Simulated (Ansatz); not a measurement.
## Sc: 5 runs along one coordinate

System: Sc (I4/mmm, 1 atom in the cell).
Method: Kohn-Sham DFT of a periodic cell, PBE, Ansatz PAW, no spin polarisation (Ansatz 0.2.0).

The 5 runs differ only in the geometry, by an even scaling of the cell at fixed fractional positions. The structure derives from a Materials Project entry.

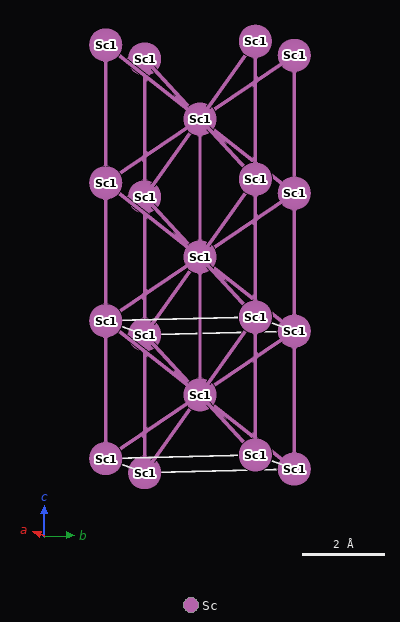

Figure 1. The structure of run 3 (ball-and-stick view of the cell 2 times as large as that of the calculation, set on its symmetry axes, repeated 1 × 1 × 3, seen at an oblique angle; atoms are numbered from 1 in the order of the input).

### Input of run 3
```yaml
crystal:
  lattice:
    - [-1.9043379473, 1.9043379473, 1.7060751157]
    - [1.9043379473, -1.9043379473, 1.7060751157]
    - [1.9043379473, 1.9043379473, -1.7060751157]
  atoms:
    - { symbol: Sc, position: [0.0, 0.0, 0.0] }
hamiltonian:
  xc: pbe
  pseudopotentials: { kind: paw }
kpoints:
  mp_grid: { grid: [10, 10, 10] }
scf:
  occupations: { method: fermi_dirac, width: 0.05 }
output:
  forces: true
  stress: true
  eigenvalues: true
```

Command:
```bash
ansatz run input.yaml --threads 1 --pin off --max-ram 2560MiB --backend cpu --events-out ev --progress --plain --runs-dir out
```

Run 2 differs from it as follows:
```diff
-    - [-1.9043379473, 1.9043379473, 1.7060751157]
-    - [1.9043379473, -1.9043379473, 1.7060751157]
-    - [1.9043379473, 1.9043379473, -1.7060751157]
+    - [-1.8912941273, 1.8912941273, 1.694389303]
+    - [1.8912941273, -1.8912941273, 1.694389303]
+    - [1.8912941273, 1.8912941273, -1.694389303]
```

### Results, with one run withheld

| run | volume per atom (Å³) | free energy per atom, from the lowest run given (meV) | pressure (GPa) |
| --- | --- | --- | --- |
| 1 | 23.738 | 8.60 | 2.56 |
| 2 | 24.243 | ? | ? |
| 3 | 24.748 | 0.00 | 0.23 |
| 4 | 26.264 | 11.83 | −2.62 |
| 5 | 26.769 | 21.36 | −3.42 |

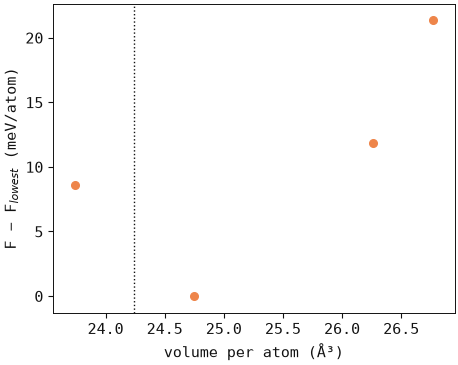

Figure 2. Free energy per atom of the runs given; the dotted line marks run 2.

Estimate the energy of run 2 from the others.

A quadratic polynomial in V^(−2/3) (the Birch–Murnaghan form), fitted to the 4 runs given, misses them by at most 0.08 meV per atom. With x = V^(−2/3) − 0.11594 Å⁻², it reads F = 1.3772 − 1983.6 x + 6.6171e+05 x² (meV per atom). At run 2 it gives 2.39 meV per atom, and the run itself gives 2.47. The slope of the fit gives a pressure −dF/dV of 1.35 GPa there, and the run prints 1.35 GPa. The fit has its minimum at 24.847 Å³ per atom, where V d²F/dV² gives 52.3 GPa. Cell shape and fractional positions are held, so this is the stiffness under even scaling; the relaxed bulk modulus wasn't computed.

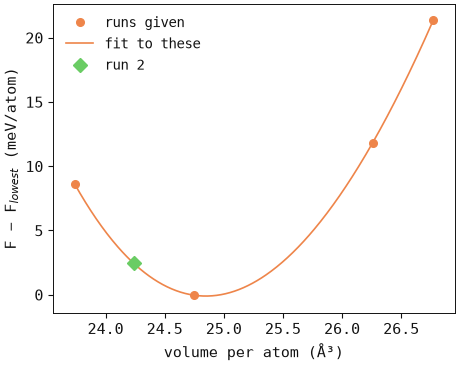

Figure 3. The fit and the withheld run.

### Output, shortened to warnings, some set-up lines, iterations and results (run 2)
```
Basis set: ecut = 420 eV, 481 PW (Γ), exchange–correlation on 48×48×48 points (8 copies of the dense FFT grid, shifted against one another)
Symmetry: 16 space group operations
k-points: 102 of 1000
Initial density: superposition of atomic densities (neutral atoms: chi_scale 0, normalization atom), corrected by the library's trained network
[...]
SCF iter   1: F=—  HF=-2135.707945 eV  |F-HF|=—  |Δ(HF+E_count)|=         —  Δρ=1.61e-3  dr2=4.87e-4  ethr=1.77e-3  ⟨swp⟩=4.2  Hψ=5294  notcnv=0
SCF iter   2: F=—  HF=-2135.707618 eV  |F-HF|=—  |Δ(HF+E_count)|=   3.28e-4  Δρ=9.87e-4  dr2=2.17e-4  ethr=4.43e-6  ⟨swp⟩=1.6  Hψ=2019  notcnv=0
SCF iter   3: F=—  HF=-2135.707625 eV  |F-HF|=—  |Δ(HF+E_count)|=   7.36e-6  Δρ=2.17e-4  dr2=1.47e-5  ethr=1.97e-6  ⟨swp⟩=2.2  Hψ=1369  notcnv=0
SCF iter   4: F=—  HF=-2135.707622 eV  |F-HF|=—  |Δ(HF+E_count)|=   2.63e-6  Δρ=8.78e-5  dr2=1.67e-6  ethr=1.33e-7  ⟨swp⟩=2.2  Hψ=1555  notcnv=0
SCF iter   5: F=-2135.707622 eV  HF=-2135.707622 eV  |F-HF|=9.15e-9  |Δ(HF+E_count)|=   5.05e-7  Δρ=1.52e-5  dr2=2.40e-8  ethr=1.51e-8  ⟨swp⟩=2.6  Hψ=1634  notcnv=0
SCF iter   6: F=-2135.707622 eV  HF=-2135.707622 eV  |F-HF|=9.17e-10  |Δ(HF+E_count)|=   1.17e-8  Δρ=4.44e-6  dr2=1.97e-9  ethr=2.18e-10  ⟨swp⟩=1.4  Hψ=3045  notcnv=0
SCF 1 converged in 6 iterations: F = -2135.707622 eV  dr2 = 1.97e-9
SCF converged after 6 iterations
Free energy (F): -2135.707622 eV
Harris-Foulkes:  -2135.707622 eV  (|F-HF|=9.17e-10)
Internal energy: -2135.686966 eV  (E = F + TS)
E sigma→0 (E₀):  -2135.697294 eV
Entropy (-TS):   -0.020656 eV (-20.656 meV/atom)
Fermi energy:    9.557391 eV
--- Per-component energies (eV) ---
  E_band       = -166.557092
  E_kinetic    = 260.538381
  E_local      = -836.093352  (includes V_loc(G=0)·N_el)
  E_nonlocal   = 83.329980
  E_hartree    = 285.306478
  E_xc         = -104.119450
  E_vxc        = -128.864251  (∫ρ·V_xc dr)
  E_paw        = -955.518239  (= ΣΔE_a)
  E_vpaw       = -116.080848  (= ΣTr[D̂ρ^β])
  E_aug_tail   = 0.000009  (compensation charges beyond the density's cutoff)
  E_ewald      = -869.130773
  E_smearing   = -0.020656  (= −TS)
  E_closure    = 0.000000  (closes the sum)
  Σ components = -2135.707622   (vs F -2135.707622, Δ=0.00e0)
--- Forces (eV/Å), atoms counted from 1 ---
  atom   1  Sc    -0.00000000     0.00000000    -0.00000000
  max |Σ_I F_I| component: 2.47e-32 eV/Å
--- Stress (GPa, compression-positive) ---
        0.964503       0.000000      -0.000000
        0.000000       0.964503       0.000000
        0.000000      -0.000000       2.113917
  P = ⅓ Tr σ = 1.3476 GPa (13.476 kbar)
```
